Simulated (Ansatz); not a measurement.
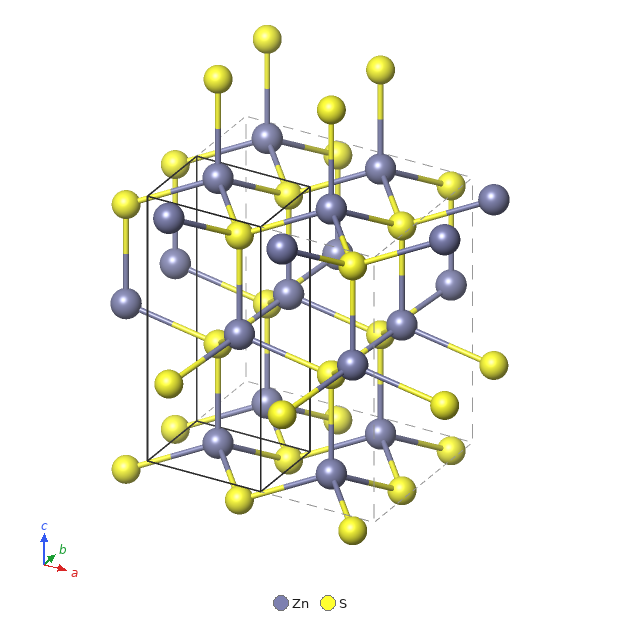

ZnS (space group P6_3mc, No. 186): the geometry relaxed with DFT, PBEsol, plane waves, PAW in Ansatz.

Bonds are taken as S–Zn below 2.6 Å. Simplification: prune 0- and 1-connected atoms, fold 2-connected ones into links.

**What kind of net remains, and which atoms are its nodes?**

A uninodal 4-connected, three-periodic net: Zn and S are 4-connected nodes.

**Name the underlying net.**

It is the lon net, known from lonsdaleite, wurtzite and tridymite.

**Is the net interpenetrated?**

It is a single net, without interpenetration.

**How many nodes does the smallest cycle have?**

Six.

**Give the point symbol of each node (shortest cycle at each angle).**

Zn and S: 6^6.
